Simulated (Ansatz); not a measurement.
## Single-point calculation, with input and output: Ta₁₂N (part 2 of 2)

The same run, continued: Ta₁₂N (slab, 13 atoms in the cell); DFT PBE+D3(BJ), scalar-relativistic, plane waves, PAW, PAW set soft_1, no spin polarisation (Ansatz 0.2.0); cutoff 420 eV, 6×6×1 k-mesh, Gaussian smearing of 0.1 eV. The structure derives from an entry of the Crystallography Open Database.

Geometry of the input (Å; fractional positions):
```
5.9136  0.0000  0.0000
-2.9568  5.1213  0.0000
0.0000  0.0000  22.1284
Ta 0.3333  0.1667  0.1808
Ta 0.3333  0.6667  0.1808
Ta 0.8333  0.1667  0.1808
Ta 0.8333  0.6667  0.1808
Ta 0.1667  0.3333  0.2899
Ta 0.1667  0.8333  0.2899
Ta 0.6667  0.3333  0.2899
Ta 0.6667  0.8333  0.2899
Ta 0.0000  0.0000  0.3990
Ta 0.0000  0.5000  0.3990
Ta 0.5000  0.0000  0.3990
Ta 0.5000  0.5000  0.3990
N  0.0000  0.2500  0.5481
```

Output, continued
```
  k-point 0: bands = ["-65.2871", "-65.2262", "-65.2192", "-65.2072", "-65.1994", "-65.1305", "-65.1294", "-65.1288", "-65.0803", "-65.0239", "-65.0215", "-65.0187", "-32.1902", "-32.1807", "-32.1743", "-32.1399", "-32.1153", "-32.1100", "-32.1077", "-32.0618", "-32.0575", "-32.0547", "-31.8408", "-31.7356", "-31.7324", "-31.7293", "-31.6245", "-31.6235", "-31.6229", "-31.5115", "-31.5115", "-31.5055", "-31.4278", "-31.4250", "-31.4214", "-31.3844", "-31.3832", "-31.3793", "-31.3284", "-31.3003", "-31.2975", "-31.2969", "-31.2885", "-31.2864", "-31.2162", "-31.2151", "-31.1304", "-31.1301", "-8.8999", "-5.0592", "-3.4422", "-2.4063", "-1.6855", "-1.6852", "-1.6846", "-1.5311", "-1.5274", "-1.5269", "-0.8115", "-0.8083", "-0.8065", "-0.5545", "-0.5543", "-0.5528", "0.7096", "0.7175", "0.7211", "1.7445", "1.9560", "2.0160", "2.0310", "2.1058", "2.4143", "2.4348", "2.4732", "2.6358", "2.6643", "2.7426", "2.7519", "2.8783", "2.8784", "3.1879", "3.1882", "3.2697", "3.2709", "3.2734", "3.3632", "3.3632", "3.4607", "3.6320", "3.6656", "3.8104", "4.3962", "4.4083", "4.4902", "5.0186", "5.0190"]
  k-point 1: bands = ["-65.2827", "-65.2288", "-65.2196", "-65.2087", "-65.1948", "-65.1344", "-65.1297", "-65.1293", "-65.0764", "-65.0266", "-65.0216", "-65.0199", "-32.1550", "-32.1506", "-32.1292", "-32.1217", "-32.0870", "-32.0832", "-32.0719", "-32.0319", "-32.0267", "-32.0067", "-31.8377", "-31.7605", "-31.7458", "-31.7413", "-31.6163", "-31.6156", "-31.6138", "-31.5417", "-31.5384", "-31.4944", "-31.4738", "-31.4693", "-31.4113", "-31.3752", "-31.3701", "-31.3672", "-31.3630", "-31.3300", "-31.3270", "-31.3231", "-31.3034", "-31.2861", "-31.2527", "-31.2307", "-31.1858", "-31.1412", "-8.8994", "-4.8116", "-3.1925", "-2.1411", "-1.8049", "-1.5200", "-1.5198", "-1.4667", "-1.3369", "-1.3344", "-0.7222", "-0.5566", "-0.5551", "-0.4094", "-0.3951", "-0.3936", "0.7566", "0.7603", "0.7850", "1.6781", "1.8877", "2.0448", "2.0656", "2.0980", "2.3037", "2.3380", "2.3773", "2.4213", "2.4561", "2.5223", "2.5990", "2.7474", "3.0349", "3.0998", "3.1099", "3.1209", "3.2137", "3.2979", "3.3481", "3.3515", "3.3528", "3.4052", "3.5955", "3.6162", "3.8931", "4.0421", "4.0856", "4.7084", "4.7249"]
  k-point 2: bands = ["-65.2706", "-65.2384", "-65.2200", "-65.2109", "-65.1821", "-65.1472", "-65.1298", "-65.1293", "-65.0656", "-65.0365", "-65.0217", "-65.0205", "-32.0807", "-32.0757", "-32.0726", "-32.0259", "-32.0230", "-32.0120", "-31.9834", "-31.9611", "-31.9560", "-31.8698", "-31.8355", "-31.7883", "-31.7804", "-31.7753", "-31.6147", "-31.6111", "-31.5971", "-31.5960", "-31.5839", "-31.5457", "-31.5412", "-31.5231", "-31.4550", "-31.4533", "-31.4126", "-31.4125", "-31.3745", "-31.3503", "-31.3452", "-31.3440", "-31.3411", "-31.3322", "-31.2879", "-31.2705", "-31.2549", "-31.1712", "-8.8983", "-4.1244", "-2.5248", "-2.2952", "-1.4330", "-1.4026", "-1.1230", "-1.1225", "-0.8673", "-0.8641", "-0.5441", "0.0025", "0.0030", "0.0043", "0.1693", "0.1715", "0.8376", "0.8409", "0.9652", "1.3103", "1.5718", "1.6151", "1.6357", "1.7579", "1.8487", "2.1643", "2.2703", "2.3389", "2.3873", "2.4274", "2.4428", "2.4946", "2.5268", "2.5826", "2.6523", "2.7360", "2.8287", "2.8824", "2.9063", "3.1641", "3.2480", "3.2625", "3.5638", "3.6365", "3.7005", "3.7430", "4.2765", "4.3656", "4.3764"]
  k-point 12: bands = ["-65.2603", "-65.2448", "-65.2262", "-65.2086", "-65.1655", "-65.1639", "-65.1304", "-65.1288", "-65.0532", "-65.0484", "-65.0239", "-65.0188", "-32.0358", "-32.0169", "-32.0145", "-32.0117", "-31.9917", "-31.9883", "-31.9078", "-31.9029", "-31.8651", "-31.8639", "-31.8140", "-31.8125", "-31.7171", "-31.7165", "-31.6525", "-31.6519", "-31.6506", "-31.6497", "-31.6188", "-31.6184", "-31.5391", "-31.5379", "-31.4928", "-31.4891", "-31.4754", "-31.4737", "-31.4152", "-31.3887", "-31.3454", "-31.3426", "-31.3238", "-31.3198", "-31.3148", "-31.3123", "-31.2142", "-31.2111", "-8.8978", "-3.1782", "-3.1754", "-1.7538", "-1.7477", "-0.8669", "-0.8638", "-0.6813", "-0.6744", "-0.5533", "-0.5515", "0.3682", "0.3690", "0.6244", "0.6296", "0.6469", "0.6509", "1.0271", "1.0328", "1.1636", "1.1738", "1.3457", "1.3527", "1.6245", "1.7014", "1.7764", "1.7833", "1.9599", "1.9830", "2.0510", "2.0737", "2.1916", "2.1958", "2.5033", "2.5257", "2.5707", "2.7413", "2.7579", "2.8380", "2.8424", "3.0174", "3.1004", "3.7955", "3.7962", "4.0823", "4.1605", "4.5232", "4.5382", "4.5924"]
```

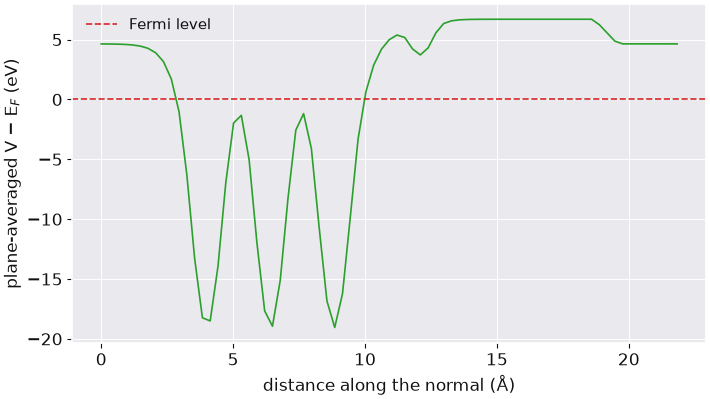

Plane average of the electrostatic potential energy of an electron across the cell, from the Fermi level. The vacuum level lies 6.70 eV above the Fermi level on the upper side and 4.65 eV on the lower.

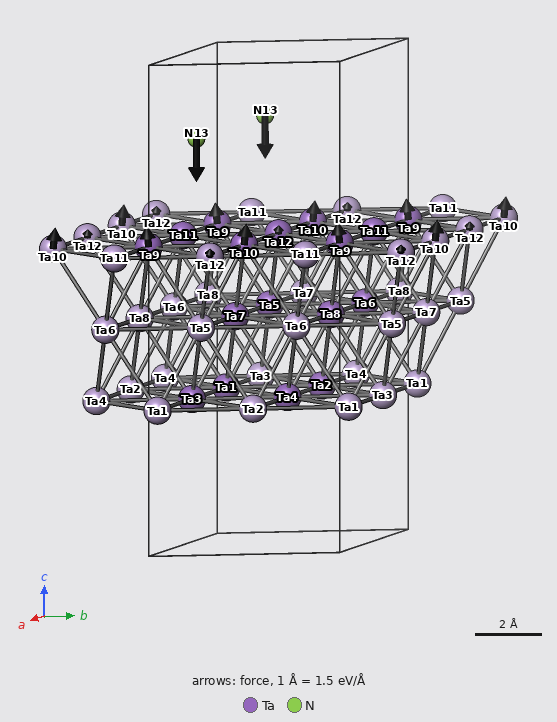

Forces on the atoms as black arrows (ball-and-stick view of the cell of the calculation, with the vacuum cut short, seen slightly off an axis; neighbours outside the cell are drawn fainter; atoms are numbered from 1 in the order of the input); the smallest are left out. The largest act on N13 (2.01 eV/Å); Ta9, Ta10 (1.00 eV/Å). The geometry is not a stationary point of this energy.

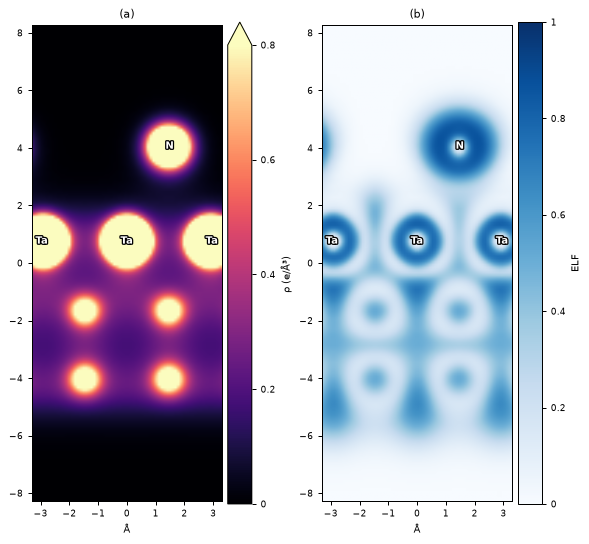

(a) valence electron density; (b) ELF on the (100) plane of the calculation cell, a cut from vacuum to vacuum. Ta–Ta (2.96 Å): ρ is about 0.29 e/Å³ halfway; the ELF is about 0.35 at the midpoint; no shared electron pair. The density dies away to nearly zero in the vacuum. The strong features right at Ta lie inside the PAW spheres (semicore, d or f shells) and say nothing about bonding. The fields are those of the smooth PAW valence density.

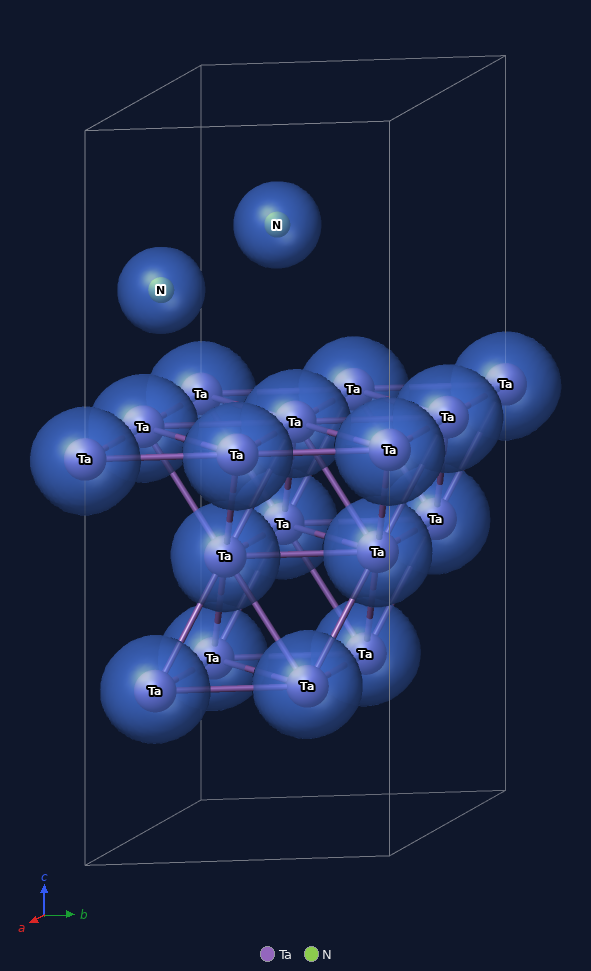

Isosurface of the valence pseudo-density at 0.5 e/Å³ (blue), seen slightly off an axis. Sticks mark near contacts. At this value the density breaks into separate islands; it holds about 70 % of the electrons treated as valence (semicore included). It is pinched off along the Ta–Ta (2.96 Å) and Ta–N (3.62 Å) contacts. On the grid the lowest density along these lines, outside the cores, is 0.28 e/Å³ (Ta–Ta, 2.96 Å) and 0.06 e/Å³ (Ta–N, 3.62 Å).

Results in brief

| quantity | value |
| --- | --- |
| outcome | converged |
| electrons treated | 161 |
| free energy | −119569.5557 eV |
| work function, top face | 6.70 eV |
| work function, bottom face | 4.65 eV |
| Fermi energy | 2.525 eV |
| gap on the k-point mesh | none (metallic) |
| work function (upper face) | 6.70 eV |
| largest force (length of the vector) | 2.013 eV/Å |
| wall time | 2.1 min (CPU time 4.2 min) |
| peak memory | 1.3 GiB |

Notes

The program warns: the exchange-correlation potential is rough where the density is thin. Spin–orbit coupling is left out, which matters for Ta. The cell holds an odd number of electrons but the run has no spin polarisation, so a band is left half filled.
